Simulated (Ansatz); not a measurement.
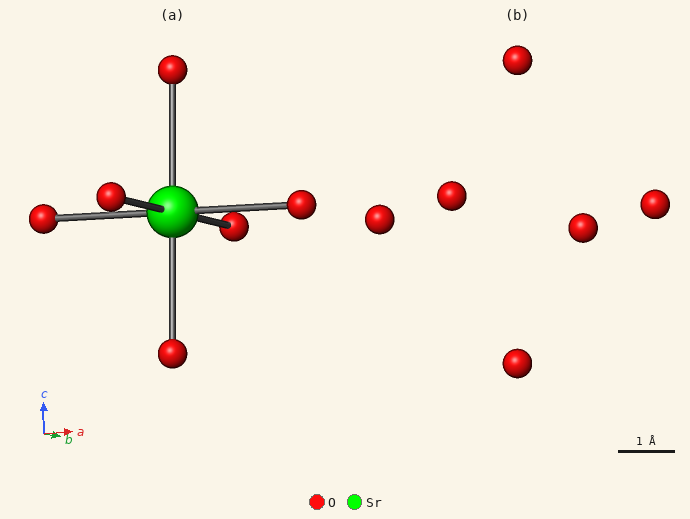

Left: perfect SrO. Right: the same region with one point defect, after relaxing the atoms in a supercell of 64 sites. The picture is a ball-and-stick view of the atoms within 3.3 Å of one point, seen from a free direction.

Method: Ansatz, DFT, PBEsol, PAW, plane waves. Settings: plane-wave cutoff 420 eV; k-point mesh 1 × 1 × 1; mesh shifted by (0.25, 0.25, 0.25); no spin polarisation. Fermi-Dirac smearing of 0.01 eV. A uniform background neutralises the charged cell. The axes drawn are those of the host's conventional cell.

Which defect is it?

Answer. A strontium atom is taken out (a vacancy).

The charge state of the cell is −2.

How does the lattice respond?

Answer. Around the empty Sr site the host had 6 O at 2.56 Å; after relaxation the nearest atoms are 6 O at 2.73 to 2.74 Å. Of the host's atoms, an oxygen atom moves furthest from its site, by 0.18 Å.

Limits of the set-up: the cell is charged, on a uniform background, and energies carry no finite-size correction.
